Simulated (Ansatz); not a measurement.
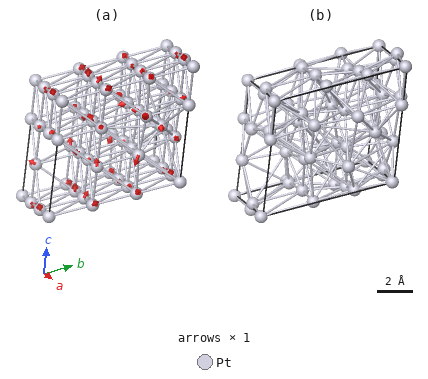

The structure of a defect cell of composition Pt (coarse preliminary run) before (left) and after (right) a relaxation, at one scale. The red arrows give the displacements, at their true length.

The picture is a ball-and-stick view of the cell of the calculation, reduced to other axes, seen slightly off an axis. Lengths and directions refer to the drawn axes.

Case: Pt interstitial, charge +0, atoms relaxed at the host's cell.

Method: DFT PBE, scalar-relativistic, plane waves, PAW in Ansatz.

Input file:
```yaml
crystal:
  lattice:
    - [-5.9553460481, 5.9553460481, 0.0]
    - [-5.9553460481, 0.0, 5.9553460481]
    - [0.0, 5.9553460481, 5.9553460481]
  atoms:
    - { symbol: Pt, position: [0.0, 0.0, 0.0] }
    - { symbol: Pt, position: [0.3333333333, 0.0, 0.0] }
    - { symbol: Pt, position: [0.0, 0.3333333333, 0.0] }
    - { symbol: Pt, position: [-0.0070366249, 0.0022713015, 0.3335046052] }
    - { symbol: Pt, position: [0.6666666667, 0.0, 0.0] }
    - { symbol: Pt, position: [0.3333333333, 0.3333333333, 0.0] }
    - { symbol: Pt, position: [0.3333333333, 0.0, 0.3333333333] }
    - { symbol: Pt, position: [0.0, 0.6666666667, 0.0] }
    - { symbol: Pt, position: [0.0, 0.3333333333, 0.3333333333] }
    - { symbol: Pt, position: [0.0, 0.0, 0.6666666667] }
    - { symbol: Pt, position: [0.6666666667, 0.3333333333, 0.0] }
    - { symbol: Pt, position: [0.6482622888, 0.0073626404, 0.3394949082] }
    - { symbol: Pt, position: [0.3333333333, 0.6666666667, 0.0] }
    - { symbol: Pt, position: [0.3333333333, 0.3333333333, 0.3333333333] }
    - { symbol: Pt, position: [0.3333333333, 0.0, 0.6666666667] }
    - { symbol: Pt, position: [-0.0198582884, 0.6575914284, 0.347168567] }
    - { symbol: Pt, position: [0.0, 0.3333333333, 0.6666666667] }
    - { symbol: Pt, position: [0.6666666667, 0.6666666667, 0.0] }
    - { symbol: Pt, position: [0.6666666667, 0.3333333333, 0.3333333333] }
    - { symbol: Pt, position: [0.6867592009, -0.0029576545, 0.6541620324] }
    - { symbol: Pt, position: [0.3333333333, 0.6666666667, 0.3333333333] }
    - { symbol: Pt, position: [0.3333333333, 0.3333333333, 0.6666666667] }
    - { symbol: Pt, position: [0.0034336903, 0.6631813212, 0.6620216848] }
    - { symbol: Pt, position: [0.6666666667, 0.6666666667, 0.3333333333] }
    - { symbol: Pt, position: [0.6666666667, 0.3333333333, 0.6666666667] }
    - { symbol: Pt, position: [0.3333333333, 0.6666666667, 0.6666666667] }
    - { symbol: Pt, position: [0.6769861396, 0.6575778506, 0.6665482682] }
    - { symbol: Pt, position: [0.8420857434, 0.8349534209, 0.5034362665] }
basis:
  ecutwfc: 420
  xc_grid: 2
kpoints:
  mp_grid: { grid: [1, 1, 1], shift: [0.0, 0.0, 0.0] }
hamiltonian:
  xc: pbe
scf:
  occupations: { method: gaussian, width: 0.1 }
output:
  forces: true
  stress: false
  eigenvalues: true
relax:
  adjacent_minimum: "off"
  f_tol: 0.025
  max_steps: 45
```

Launched with:
```bash
ansatz run input.yaml --threads 4 --pin off --max-ram 8192MiB --backend cpu --events-out ev --progress --plain --runs-dir out
```

**Describe what moved and what it gained.**

The relaxation stopped without meeting its thresholds, so the last structure isn't shown to be converged. It used up its limit of 45 steps. The energy falls by 35.280 eV per cell of the calculation in 41 accepted moves (44 points after the start). The largest force component goes from 39 to 0.065 eV/Å. The line search rejected the trial steps at points 25, 37, 41 of the run. The largest move is that of Pt16, 0.92 Å roughly along [2 2 −3]. The cell doesn't change. Near-neighbour distances that change, for instance: Pt6–Pt16 4.002 → 2.761 Å, Pt16–Pt27 2.624 → 3.724 Å, Pt6–Pt12 3.899 → 2.908 Å, Pt12–Pt27 2.857 → 3.738 Å. Bond angles that change, for instance: Pt16–Pt28–Pt27 80.9° → 98.0°, Pt4–Pt28–Pt23 95.3° → 83.5°, Pt12–Pt28–Pt27 86.3° → 97.4°.

Limits of the set-up: the k-point mesh is coarse for a cell with partly filled bands; the periodic images lie only 8.4 Å apart, so the values are limited by the cell's size.
